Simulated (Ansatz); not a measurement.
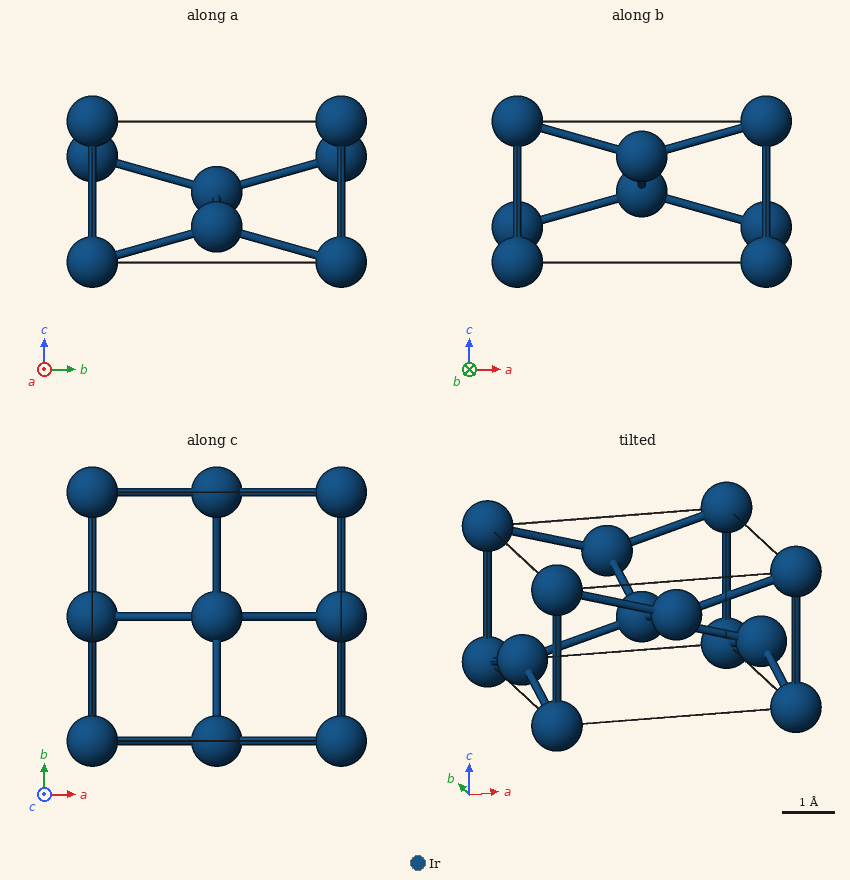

Structure drawing (ball-and-stick), viewed along the a axis, along the b axis, along the c axis and slightly off an axis. The lines enclose the conventional unit cell; boundary atoms appear with their images.

Lattice parameters: a = 4.8021 Å, b = 4.8021 Å, c = 2.7190 Å, α = 90.000°, β = 90.000°, γ = 90.000°.

Write down what is shown as a CIF with its space group and independent sites.

```cif
data_structure
_symmetry_space_group_name_H-M 'I 41/a m d :1'
_symmetry_Int_Tables_number 141
_cell_length_a 4.8021
_cell_length_b 4.8021
_cell_length_c 2.7190
_cell_angle_alpha 90.000
_cell_angle_beta 90.000
_cell_angle_gamma 90.000
_cell_volume 62.70
loop_
_atom_site_label
_atom_site_type_symbol
_atom_site_symmetry_multiplicity
_atom_site_Wyckoff_symbol
_atom_site_fract_x
_atom_site_fract_y
_atom_site_fract_z
_atom_site_occupancy
Ir1 Ir 4 a 0.0000 0.0000 0.0000 1
```

Its origin is a structure type filled with this element by a generator (whether the element takes this form wasn't checked). Relaxation method: DFT PBEsol, scalar-relativistic, plane waves, PAW in Ansatz 0.2.0.
